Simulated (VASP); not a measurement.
HCl: geometry relaxation (part 1 of 4)

System: HCl (I4mm, 2 atoms in the cell).
Method: Kohn-Sham DFT of a periodic cell, PBEsol, VASP PAW PBE potentials, recommended, no spin polarisation (VASP 6.6.1).

The structure derives from a Materials Project entry. It belongs to a series of runs on one base structure; here: relaxed at 14 GPa.

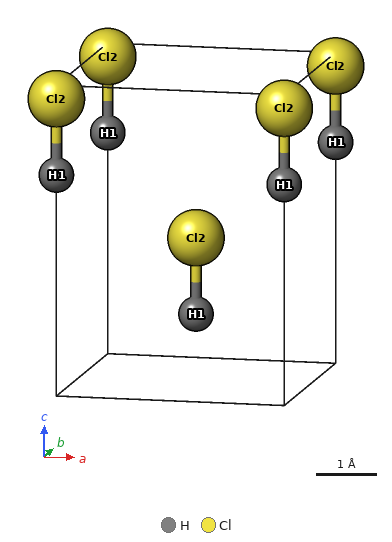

**Figure 1.** The starting structure (ball-and-stick view of the cell 2 times as large as that of the calculation, set on its symmetry axes, seen slightly off an axis; atoms are numbered from 1 in the order of the input). An atom can appear more than once, as a periodic image. Near neighbours in the periodic cell (some may lie outside the picture): H has 1 Cl at 1.30 Å; Cl has 1 H at 1.30 Å.

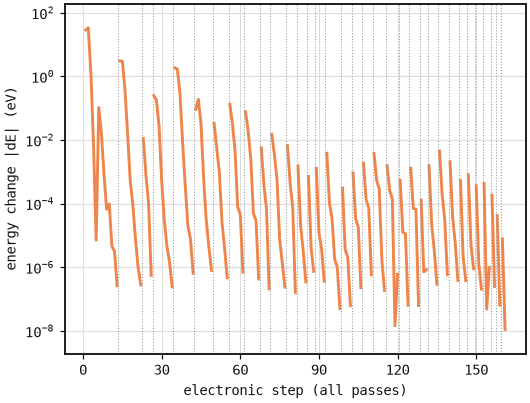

**Figure 2.** Convergence of the self-consistent field: energy change |dE| against the electronic step. Each stretch between dotted lines is the SCF of one geometry step of a relaxation. The 34 ionic steps take 2 to 13 electronic steps each. The density is held fixed in the first few steps, and dE rises again when its update begins.

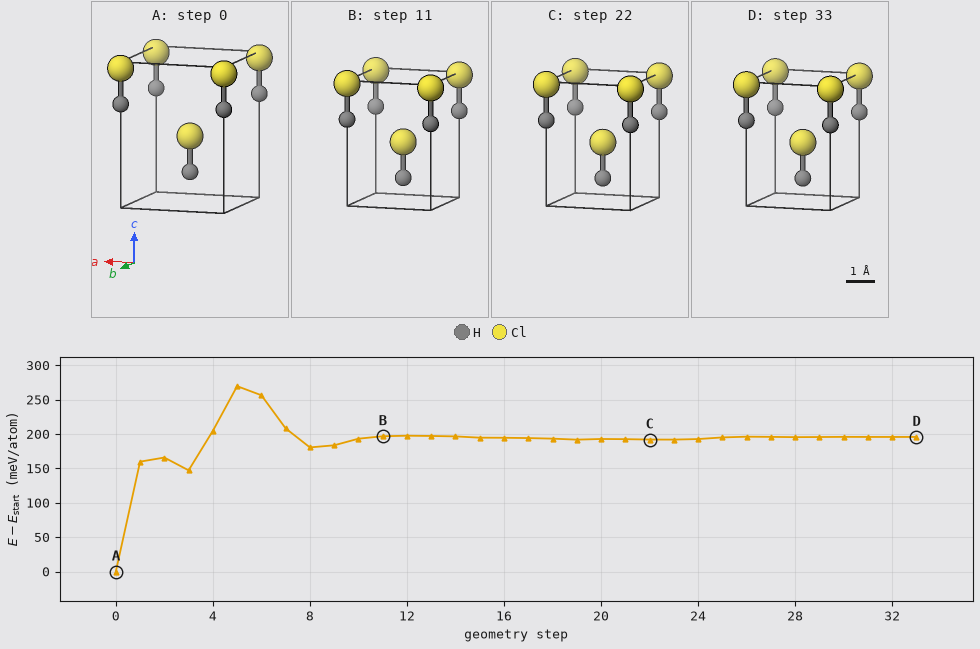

**Figure 3.** Frames of the relaxation (ball-and-stick view of the cell 2 times as large as that of the calculation, set on its symmetry axes, seen at an oblique angle) above the curves, on which the letters mark them (steps are counted from 0).

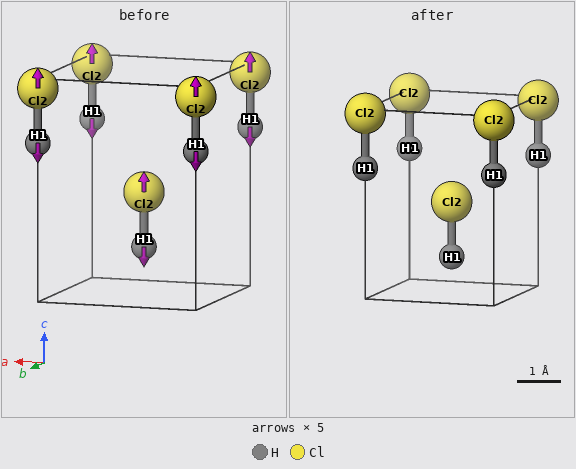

**Figure 4.** Before (left) and after (right) the relaxation, at one scale (ball-and-stick view of the cell 2 times as large as that of the calculation, set on its symmetry axes, seen at an oblique angle). The pink arrows give the displacements (without the part carried along by the change of the cell), magnified 5 times. After 33 geometry steps the energy has risen by 196 meV per atom. The largest force component goes from 0.11 to 0.00045 eV/Å. The largest moves relative to the cell, 0.100 Å, are those of H1 and Cl2. Largest moves by element: H 0.100 Å, Cl 0.100 Å. Cell: a = b 3.915 → 3.188 Å (−18.6 %), c 5.300 → 4.500 Å (−15.1 %). Volume −43.7 %. The space group stays I4mm (No. 107). (Atoms are counted from 1 in the order of the input.)

The input that produced these results follows, with the program's output.

### INCAR
```
PREC = Accurate
ENCUT = 600
EDIFF = 1E-6
ISMEAR = 0
SIGMA = 0.01
LREAL = False
LASPH = True
NELM = 100
ALGO = Normal
ISIF = 3
LWAVE = False
LCHARG = False
GGA = PS
IBRION = 2
NSW = 80
EDIFFG = -0.001
PSTRESS = 140.0
```

### KPOINTS
```
regular mesh
0
Gamma
  8 8 8
```

### POSCAR
```
HCl
1.0
   -1.9575706260      1.9575529748      2.6499762601
    1.9575706260     -1.9575529748      2.6499762601
    1.9575706260      1.9575529748     -2.6499762601
H Cl
1 1
Direct
    0.7114147217      0.7114147217      0.0000000000
    0.9565852783      0.9565852783      0.0000000000
```

Run as:
```bash
cat potpaw_PBE.64/H/POTCAR potpaw_PBE.64/Cl/POTCAR > POTCAR
mpirun -np 1 vasp_std > vasp.out
```

### OSZICAR
```
N       E                     dE             d eps       ncg     rms          rms(c)
DAV:   1     0.286266929037E+02    0.28627E+02   -0.36444E+03  2408   0.882E+02
DAV:   2    -0.505748500317E+01   -0.33684E+02   -0.32704E+02  3384   0.123E+02
DAV:   3    -0.633917173841E+01   -0.12817E+01   -0.12817E+01  2712   0.304E+01
DAV:   4    -0.634628573228E+01   -0.71140E-02   -0.71140E-02  3992   0.257E+00
DAV:   5    -0.634629281527E+01   -0.70830E-05   -0.70830E-05  2864   0.687E-02    0.740E+00
DAV:   6    -0.624148460691E+01    0.10481E+00   -0.19572E-01  2552   0.260E+00    0.425E+00
DAV:   7    -0.622498147795E+01    0.16503E-01   -0.11049E-01  2704   0.211E+00    0.103E+00
DAV:   8    -0.622581628870E+01   -0.83481E-03   -0.84867E-03  2824   0.701E-01    0.178E-01
DAV:   9    -0.622588268290E+01   -0.66394E-04   -0.34588E-04  3352   0.151E-01    0.832E-02
DAV:  10    -0.622598004812E+01   -0.97365E-04   -0.10294E-04  2496   0.798E-02    0.180E-02
DAV:  11    -0.622598462819E+01   -0.45801E-05   -0.61235E-06  3664   0.174E-02    0.157E-02
DAV:  12    -0.622598785130E+01   -0.32231E-05   -0.30094E-06  2456   0.135E-02    0.398E-03
DAV:  13    -0.622598811290E+01   -0.26160E-06   -0.35092E-07  3224   0.495E-03
   1 F= -.26766253E+01 E0= -.26766253E+01  d E =-.267663E+01
       N       E                     dE             d eps       ncg     rms          rms(c)
DAV:   1    -0.928521217921E+01   -0.30592E+01   -0.78662E+01  2416   0.724E+01    0.176E+01
DAV:   2    -0.630025025472E+01    0.29850E+01   -0.71999E+00  2408   0.164E+01    0.348E+00
DAV:   3    -0.592258761632E+01    0.37766E+00   -0.15474E+00  2440   0.827E+00    0.401E+00
DAV:   4    -0.590671903083E+01    0.15869E-01   -0.34922E-02  2664   0.160E+00    0.837E-01
DAV:   5    -0.590620052161E+01    0.51851E-03   -0.39064E-03  2896   0.492E-01    0.328E-01
DAV:   6    -0.590629330103E+01   -0.92779E-04   -0.32419E-04  2720   0.150E-01    0.929E-02
DAV:   7    -0.590630105335E+01   -0.77523E-05   -0.73210E-05  2616   0.688E-02    0.463E-02
DAV:   8    -0.590630005062E+01    0.10027E-05   -0.43537E-06  3024   0.204E-02    0.422E-03
DAV:   9    -0.590630033031E+01   -0.27969E-06   -0.13376E-07  1248   0.344E-03
   2 F= -.32032222E+01 E0= -.32032222E+01  d E =-.526597E+00
       N       E                     dE             d eps       ncg     rms          rms(c)
DAV:   1    -0.589517368890E+01    0.11126E-01   -0.19922E-02  2400   0.107E+00    0.213E-01
DAV:   2    -0.589439302454E+01    0.78066E-03   -0.18800E-03  2432   0.280E-01    0.522E-02
DAV:   3    -0.589429024769E+01    0.10278E-03   -0.47298E-04  2440   0.141E-01    0.435E-02
DAV:   4    -0.589429080155E+01   -0.55386E-06   -0.44105E-06  2960   0.189E-02
   3 F= -.32034604E+01 E0= -.32034604E+01  d E =-.526835E+00
       N       E                     dE             d eps       ncg     rms          rms(c)
DAV:   1    -0.613883297215E+01   -0.24454E+00   -0.62720E+00  2424   0.189E+01    0.294E+00
DAV:   2    -0.595970592018E+01    0.17913E+00   -0.42816E-01  2400   0.442E+00    0.861E-01
DAV:   3    -0.593206135760E+01    0.27645E-01   -0.11895E-01  2464   0.225E+00    0.815E-01
DAV:   4    -0.593154157020E+01    0.51979E-03   -0.18593E-03  3504   0.357E-01    0.207E-01
DAV:   5    -0.593151064289E+01    0.30927E-04   -0.34398E-04  2632   0.143E-01    0.736E-02
DAV:   6    -0.593151523724E+01   -0.45943E-05   -0.24673E-05  2744   0.418E-02    0.158E-02
DAV:   7    -0.593151667544E+01   -0.14382E-05   -0.38088E-06  2416   0.169E-02    0.893E-03
DAV:   8    -0.593151643316E+01    0.24228E-06   -0.28771E-07  1208   0.530E-03
   4 F= -.34134322E+01 E0= -.34134322E+01  d E =-.209972E+00
       N       E                     dE             d eps       ncg     rms          rms(c)
DAV:   1    -0.777432230247E+01   -0.18428E+01   -0.61662E+01  2448   0.619E+01    0.110E+01
DAV:   2    -0.609889762350E+01    0.16754E+01   -0.37429E+00  2400   0.130E+01    0.282E+00
DAV:   3    -0.582462016203E+01    0.27428E+00   -0.10626E+00  2544   0.694E+00    0.296E+00
DAV:   4    -0.581686017150E+01    0.77600E-02   -0.20906E-02  3496   0.126E+00    0.687E-01
DAV:   5    -0.581650911546E+01    0.35106E-03   -0.32924E-03  2552   0.462E-01    0.238E-01
DAV:   6    -0.581652930007E+01   -0.20185E-04   -0.21457E-04  2808   0.124E-01    0.757E-02
DAV:   7    -0.581653686949E+01   -0.75694E-05   -0.34999E-05  2552   0.524E-02    0.335E-02
DAV:   8    -0.581653622880E+01    0.64070E-06   -0.26730E-06  2416   0.156E-02
   5 F= -.37730941E+01 E0= -.37730941E+01  d E =-.569634E+00
       N       E                     dE             d eps       ncg     rms          rms(c)
DAV:   1    -0.590874423961E+01   -0.92207E-01   -0.70050E+00  2448   0.204E+01    0.314E+00
DAV:   2    -0.571952054767E+01    0.18922E+00   -0.43613E-01  2464   0.472E+00    0.966E-01
DAV:   3    -0.568732685965E+01    0.32194E-01   -0.13494E-01  2568   0.248E+00    0.808E-01
DAV:   4    -0.568668295043E+01    0.64391E-03   -0.24204E-03  3416   0.409E-01    0.225E-01
DAV:   5    -0.568665253762E+01    0.30413E-04   -0.37470E-04  2792   0.155E-01    0.877E-02
DAV:   6    -0.568665702650E+01   -0.44889E-05   -0.22020E-05  3000   0.413E-02    0.131E-02
DAV:   7    -0.568665782135E+01   -0.79485E-06   -0.33390E-06  2344   0.165E-02
   6 F= -.37882639E+01 E0= -.37882639E+01  d E =-.584804E+00
       N       E                     dE             d eps       ncg     rms          rms(c)
DAV:   1    -0.571966900863E+01   -0.33012E-01   -0.20575E-01  2448   0.343E+00    0.509E-01
DAV:   2    -0.571409124022E+01    0.55778E-02   -0.13286E-02  2488   0.844E-01    0.168E-01
DAV:   3    -0.571313415113E+01    0.95709E-03   -0.40816E-03  2544   0.430E-01    0.145E-01
DAV:   4    -0.571310704089E+01    0.27110E-04   -0.75444E-05  3392   0.701E-02    0.443E-02
DAV:   5    -0.571310311399E+01    0.39269E-05   -0.13818E-05  2808   0.289E-02    0.153E-02
DAV:   6    -0.571310264520E+01    0.46880E-06   -0.55625E-07  1256   0.684E-03
   7 F= -.37901458E+01 E0= -.37901458E+01  d E =-.586685E+00
       N       E                     dE             d eps       ncg     rms          rms(c)
DAV:   1    -0.584631654658E+01   -0.13321E+00   -0.92531E-01  2408   0.757E+00    0.147E+00
DAV:   2    -0.581401985997E+01    0.32297E-01   -0.84290E-02  2464   0.198E+00    0.387E-01
DAV:   3    -0.580960951403E+01    0.44103E-02   -0.22350E-02  2592   0.101E+00    0.315E-01
DAV:   4    -0.580953104891E+01    0.78465E-04   -0.23845E-04  3352   0.149E-01    0.199E-01
DAV:   5    -0.580948572755E+01    0.45321E-04   -0.11007E-04  2448   0.774E-02    0.312E-02
DAV:   6    -0.580948502571E+01    0.70184E-06   -0.24192E-06  2648   0.142E-02
   8 F= -.38253220E+01 E0= -.38253220E+01  d E =-.351762E-01
       N       E                     dE             d eps       ncg     rms          rms(c)
DAV:   1    -0.588621810588E+01   -0.76732E-01   -0.53482E-01  2400   0.573E+00    0.111E+00
DAV:   2    -0.586740155310E+01    0.18817E-01   -0.49834E-02  2464   0.151E+00    0.288E-01
DAV:   3    -0.586491966835E+01    0.24819E-02   -0.12769E-02  2544   0.764E-01    0.235E-01
DAV:   4    -0.586487001612E+01    0.49652E-04   -0.13904E-04  3336   0.113E-01    0.149E-01
DAV:   5    -0.586484083599E+01    0.29180E-04   -0.66128E-05  2424   0.597E-02    0.244E-02
DAV:   6    -0.586484040693E+01    0.42906E-06   -0.15104E-06  2032   0.112E-02
   9 F= -.38331249E+01 E0= -.38331249E+01  d E =-.429791E-01
       N       E                     dE             d eps       ncg     rms          rms(c)
DAV:   1    -0.585916176918E+01    0.56791E-02   -0.16482E-02  2448   0.954E-01    0.131E-01
DAV:   2    -0.585876731611E+01    0.39445E-03   -0.10623E-03  2472   0.245E-01    0.436E-02
DAV:   3    -0.585870283570E+01    0.64480E-04   -0.28125E-04  2608   0.112E-01    0.375E-02
DAV:   4    -0.585870304487E+01   -0.20916E-06   -0.42237E-06  3192   0.169E-02
  10 F= -.38338170E+01 E0= -.38338170E+01  d E =-.692097E-03
       N       E                     dE             d eps       ncg     rms          rms(c)
DAV:   1    -0.584360325963E+01    0.15100E-01   -0.14910E-01  2448   0.287E+00    0.394E-01
DAV:   2    -0.584007160220E+01    0.35317E-02   -0.95518E-03  2472   0.735E-01    0.132E-01
DAV:   3    -0.583949343085E+01    0.57817E-03   -0.25296E-03  2608   0.337E-01    0.113E-01
DAV:   4    -0.583948583677E+01    0.75941E-05   -0.38194E-05  3384   0.509E-02    0.472E-02
DAV:   5    -0.583948721773E+01   -0.13810E-05   -0.87864E-06  2656   0.235E-02    0.124E-02
DAV:   6    -0.583948745552E+01   -0.23779E-06   -0.60979E-07  1216   0.646E-03
  11 F= -.38349990E+01 E0= -.38349990E+01  d E =-.187410E-02
       N       E                     dE             d eps       ncg     rms          rms(c)
DAV:   1    -0.583287974480E+01    0.66075E-02   -0.18919E-02  2448   0.102E+00    0.141E-01
DAV:   2    -0.583243173873E+01    0.44801E-03   -0.12098E-03  2472   0.262E-01    0.469E-02
DAV:   3    -0.583235851136E+01    0.73227E-04   -0.32040E-04  2608   0.120E-01    0.399E-02
DAV:   4    -0.583235867303E+01   -0.16168E-06   -0.48632E-06  3320   0.181E-02
  12 F= -.38350921E+01 E0= -.38350921E+01  d E =-.196721E-02
       N       E                     dE             d eps       ncg     rms          rms(c)
DAV:   1    -0.583083674388E+01    0.15218E-02   -0.82261E-04  2472   0.213E-01    0.288E-02
DAV:   2    -0.583081580882E+01    0.20935E-04   -0.55604E-05  2496   0.558E-02    0.106E-02
DAV:   3    -0.583081260158E+01    0.32072E-05   -0.14614E-05  2608   0.256E-02    0.932E-03
DAV:   4    -0.583081294798E+01   -0.34640E-06   -0.21450E-07  1216   0.395E-03
  13 F= -.38350905E+01 E0= -.38350905E+01  d E =-.196567E-02
       N       E                     dE             d eps       ncg     rms          rms(c)
DAV:   1    -0.583153603549E+01   -0.72343E-03   -0.19083E-04  2448   0.103E-01    0.142E-02
DAV:   2    -0.583153195114E+01    0.40843E-05   -0.11915E-05  2472   0.262E-02    0.465E-03
DAV:   3    -0.583153120833E+01    0.74281E-06   -0.30719E-06  1480   0.119E-02
  14 F= -.38350931E+01 E0= -.38350931E+01  d E =-.196822E-02
       N       E                     dE             d eps       ncg     rms          rms(c)
DAV:   1    -0.583281046870E+01   -0.12785E-02   -0.11528E-03  2400   0.256E-01    0.291E-02
DAV:   2    -0.583279853906E+01    0.11930E-04   -0.54577E-05  2968   0.644E-02    0.111E-02
DAV:   3    -0.583279470705E+01    0.38320E-05   -0.13034E-05  2760   0.244E-02    0.631E-03
DAV:   4    -0.583279434584E+01    0.36121E-06   -0.25220E-07  1208   0.467E-03
  15 F= -.38351538E+01 E0= -.38351538E+01  d E =-.606603E-04
       N       E                     dE             d eps       ncg     rms          rms(c)
DAV:   1    -0.583664122677E+01   -0.38465E-02   -0.10348E-02  2400   0.767E-01    0.886E-02
DAV:   2    -0.583653384062E+01    0.10739E-03   -0.48963E-04  2936   0.193E-01    0.339E-02
DAV:   3    -0.583650043272E+01    0.33408E-04   -0.11576E-04  2840   0.727E-02    0.177E-02
DAV:   4    -0.583649864730E+01    0.17854E-05   -0.23758E-06  3272   0.139E-02    0.114E-02
DAV:   5    -0.583649764429E+01    0.10030E-05   -0.11223E-06  1248   0.890E-03    0.326E-03
DAV:   6    -0.583649759389E+01    0.50406E-07   -0.93636E-08  1200   0.341E-03
  16 F= -.38352493E+01 E0= -.38352493E+01  d E =-.156210E-03
       N       E                     dE             d eps       ncg     rms          rms(c)
DAV:   1    -0.583680244310E+01   -0.30480E-03   -0.49276E-04  2416   0.170E-01    0.168E-02
DAV:   2    -0.583679881505E+01    0.36280E-05   -0.12034E-05  3136   0.330E-02    0.763E-03
DAV:   3    -0.583679679014E+01    0.20249E-05   -0.44293E-06  2976   0.168E-02    0.296E-03
DAV:   4    -0.583679672835E+01    0.61792E-07   -0.18198E-07  1200   0.441E-03
```
